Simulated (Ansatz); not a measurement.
The calculation's input:

```
crystal:
  lattice:
    - [3.586377241, 0.0, 0.0]
    - [-1.7931886205, 3.1058937983, 0.0]
    - [0.0, 0.0, 2.6192147603]
  atoms:
    - { symbol: Ni, position: [0.0, 0.0, 0.0] }
    - { symbol: Ge, position: [0.6666666667, 0.3333333333, 0.5] }
basis:
  ecutwfc: 420
kpoints:
  mp_grid: { grid: [18, 18, 20] }
hamiltonian:
  xc: pbe
scf:
  occupations: { method: gaussian, width: 0.1 }
output:
  forces: true
  stress: true
  eigenvalues: true
  write_density: true
  write_potential: true
  elf: true
  volumetric_format: npy
relax:
  adjacent_minimum: "off"
  f_tol: 0.01
  max_steps: 80
  cell: { stress_tol: 0.05 }
```

Launched as:

```sh
ansatz run input.yaml --threads 1 --pin off --max-ram 2560MiB --backend cpu --events-out ev --progress --plain --runs-dir out
```

Below, planes, directions and counts refer to the conventional cell (a = 3.58 Å, b = 3.58 Å, c = 2.63 Å, α = 90.00°, β = 90.00°, γ = 120.00°).

The fields are those of the run's last geometry, not of the input's.

Space group P-6m2; a structure generated by program, which may or may not match a known phase; computed without spin polarisation.

Computed with Ansatz, DFT PBE, scalar-relativistic, plane waves, PAW.

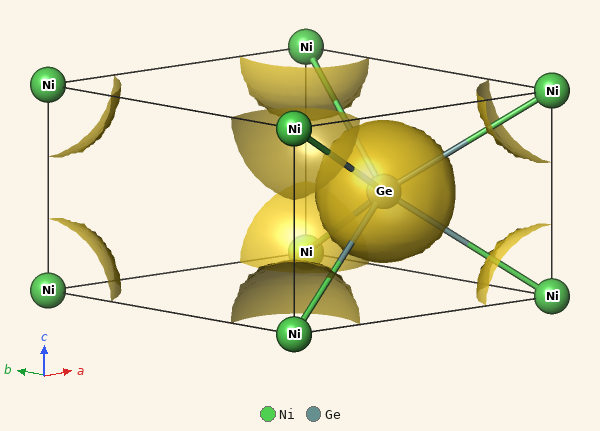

NiGe. Isosurface of the valence charge density (pseudo) at 0.6 e/Å³ (yellow), seen at an oblique angle. Sticks mark near contacts.

In a PAW calculation such maps are meaningful between the atoms, not at the nuclei.

**How is the density connected at this value?**

At this value the density breaks into separate islands; it holds about 80 % of the electrons treated as valence (semicore included). It bridges none of the near contacts. It is pinched off along the sampled Ni–Ge (2.45 Å) and Ge–Ge (2.63 Å) contacts. On the grid the lowest density along these lines, outside the cores, is 0.4 e/Å³ (Ni–Ge, 2.45 Å) and 0.33 e/Å³ (Ge–Ge, 2.63 Å).
